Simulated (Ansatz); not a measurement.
**Run report: CoO, single-point calculation (part 1 of 2)**

System: CoO (4 atoms in the cell).
Method: DFT PBE+U, scalar-relativistic, plane waves, PAW, Ueff = 2 eV on Co atom 1 d; Ueff = 2 eV on Co atom 3 d, spin-polarised (Ansatz 0.2.0).

The structure derives from an entry of the Crystallography Open Database. It belongs to a series of runs on one base structure; here: ferromagnetic start, free, natural orbitals of the symmetric run filled by rank. Figures and captions count atoms from 1; the log counts them from 0 in places.

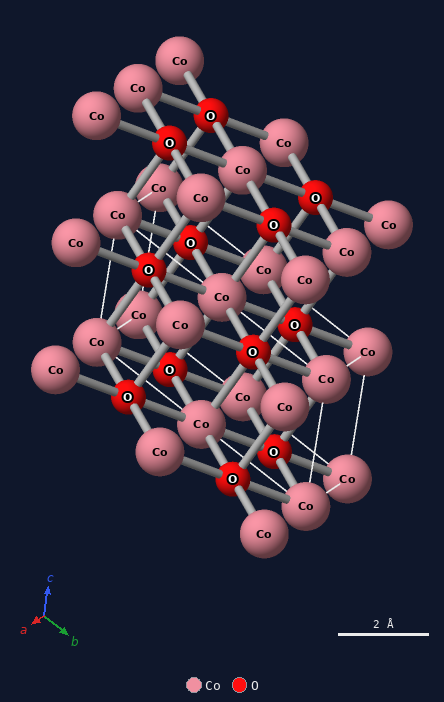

The input geometry (ball-and-stick view of the cell of the calculation, repeated 2 × 1 × 2, seen slightly off an axis). Near neighbours in the crystal (not all of them lie inside the picture): Co has 6 O at 2.11 to 2.13 Å; O has 6 Co at 2.11 to 2.13 Å.

## Results in brief

| quantity | value |
| --- | --- |
| outcome | converged |
| space group (tolerance 0.01 Å) | I4/mmm (139) |
| electrons treated | 46 |
| free energy | −11383.1704 eV |
| Fermi energy | 14.070 eV |
| gap on the k-point mesh | 0.39 eV |
| net moment of the cell | 6.00 μB |
| integrated absolute moment | 6.02 μB |
| pressure | 8.58 GPa |
| largest force (length of the vector) | under 0.001 eV/Å |
| hardware | 2 threads of Arm Neoverse N1, 98 GiB of memory available, shared host |
| wall time | 84 s (CPU time 2.7 min) |
| peak memory | 0.73 GiB |

## Remarks

The cell is under a pressure of 8.6 GPa at this level, so it is not at its equilibrium volume.

## Input file
```yaml
crystal:
  lattice:
    - [-1.50800044, 1.50800044, 2.10725036]
    - [3.01600088, -3.01600088, 4.21450072]
    - [1.50800044, 1.50800044, -2.10725036]
  atoms:
    - { symbol: Co, position: [0.0, 0.0, 0.0], spin: 3.0 }
    - { symbol: O, position: [0.5, 0.25, 0.0] }
    - { symbol: Co, position: [0.0, 0.5, 0.0], spin: 3.0 }
    - { symbol: O, position: [0.5, 0.75, 0.0] }
basis:
  ecutwfc: 420
  ecutrho_ratio: 4
kpoints:
  mp_grid: { grid: [9, 9, 9] }
hamiltonian:
  xc: pbe
  hubbard:
    sites:
      - { site: 0, l: d, u_eff: 2.0, starting_ns: [{ spin: up, occupation_matrix: s0up }, { spin: down, occupation_matrix: s0down }] }
      - { site: 2, l: d, u_eff: 2.0, starting_ns: [{ spin: up, occupation_matrix: s2up }, { spin: down, occupation_matrix: s2down }] }
    occupation_matrices:
      s0up:
        matrix:
          - [0.97, 0.0, 0.0, 0.0, 0.0]
          - [0.0, 0.97, 0.0, 0.0, 0.0]
          - [0.0, 0.0, 0.97, 0.0, 0.0]
          - [0.0, 0.0, 0.0, 0.97, 0.0]
          - [0.0, 0.0, 0.0, 0.0, 0.97]
      s0down:
        matrix:
          - [0.02, 0.0, 0.0, 0.0, 0.0]
          - [0.0, 0.97, 0.0, 0.0, 0.0]
          - [0.0, 0.0, 0.02, 0.0, 0.0]
          - [0.0, 0.0, 0.0, 0.97, 0.0]
          - [0.0, 0.0, 0.0, 0.0, 0.02]
      s2up:
        matrix:
          - [0.97, 0.0, 0.0, 0.0, 0.0]
          - [0.0, 0.97, 0.0, 0.0, 0.0]
          - [0.0, 0.0, 0.97, 0.0, 0.0]
          - [0.0, 0.0, 0.0, 0.97, 0.0]
          - [0.0, 0.0, 0.0, 0.0, 0.97]
      s2down:
        matrix:
          - [0.02, 0.0, 0.0, 0.0, 0.0]
          - [0.0, 0.97, 0.0, 0.0, 0.0]
          - [0.0, 0.0, 0.02, 0.0, 0.0]
          - [0.0, 0.0, 0.0, 0.97, 0.0]
          - [0.0, 0.0, 0.0, 0.0, 0.02]
    ns_hold: { iters: 10 }
scf:
  occupations: { method: gaussian, width: 0.05 }
  lower_state_search: "off"
  max_iter: 150
output:
  forces: true
  stress: true
  eigenvalues: true
  populations: true
  hubbard: { sites: [{ site: 0, l: d }, { site: 2, l: d }] }
  write_density: true
  write_potential: true
  elf: true
  volumetric_format: npy
magnetization:
  spin_polarized: true
```

Command:
```bash
ansatz run input.yaml --threads 2 --pin off --max-ram 3072MiB --backend cpu --events-out ev --progress --plain --runs-dir out
```

## The program's output
```
Co: projections on atomic orbitals take those of the free atom [Ne] 3s2 3p6 3d7 4s2, of charge +0.00 (hamiltonian.pseudopotentials.projection_atoms); the dataset's partial waves leave at most 1.4e-6 of an orbital's norm unspanned inside its sphere
O: projections on atomic orbitals take those of the free atom [He] 2s2 2p4, of charge +0.00 (hamiltonian.pseudopotentials.projection_atoms); the dataset's partial waves leave at most 1.9e-8 of an orbital's norm unspanned inside its sphere
Engine: ansatz 0.2.0, aarch64-unknown-linux-gnu
Pseudopotentials: kind: paw
Pseudopotential: Co, paw, valence charge 17, recommended cutoff 420 eV (normal), Co.paw.azcp
Pseudopotential: O, paw, valence charge 6, recommended cutoff 420 eV (normal), O.paw.azcp
Functional definition: PBE
  parameter kappa = 0.804
  parameter beta = 0.06672455060314922
  exchange = pbe_x(kappa = kappa, mu = beta*pi^2/3)
  correlation = pbe_c(beta = beta)
Crystal: 4 atoms, lattice volume = 38.336 Å³
Basis set: ecut = 420 eV, 711 PW (Γ), exchange–correlation on 48×90×48 points (8 copies of the dense FFT grid, shifted against one another)
Bands: 32, of which v1, the nominal top of the filled ones, is band 23 counted from 1 (22 counted from 0)
Symmetry: 8 space group operations
Space group: I4/mmm (ITA 139), of the structure as read, at distance tolerance 3.4e-5 Å
Magnetic group: BNS 139.531 (UNI 1191), of the structure as read, at distance tolerance 3.4e-5 Å
k-points: 205 of 729
Non-local potential: Co, projectors of the file, l = 0: 3, l = 1: 2, l = 2: 3, l = 3: 1
Non-local potential: O, projectors of the file, l = 0: 2, l = 1: 2, l = 2: 1
PAW form: soft (Blöchl's): semilocal exchange-correlation on the pseudo side does not see the compensation charge
PAW one-centre angular grid: Co, 590 points (default); XC on 64 Gauss nodes
PAW one-centre angular grid: O, 110 points (default); XC on 64 Gauss nodes
Initial density: superposition of atomic densities (chi_scale 0.1, normalization cell, long waves kept (reshape's long-wave potential 0.00 eV rms))
Starting moments: Σ|m| = 6 μB on 2 of 4 sites
Initial wavefunctions: pseudopotential atomic-orbital guess
Functional: x = pbe(κ = 0.804, μ = 0.2195149727645171), c = pbe(β = 0.06672455060314922)
```
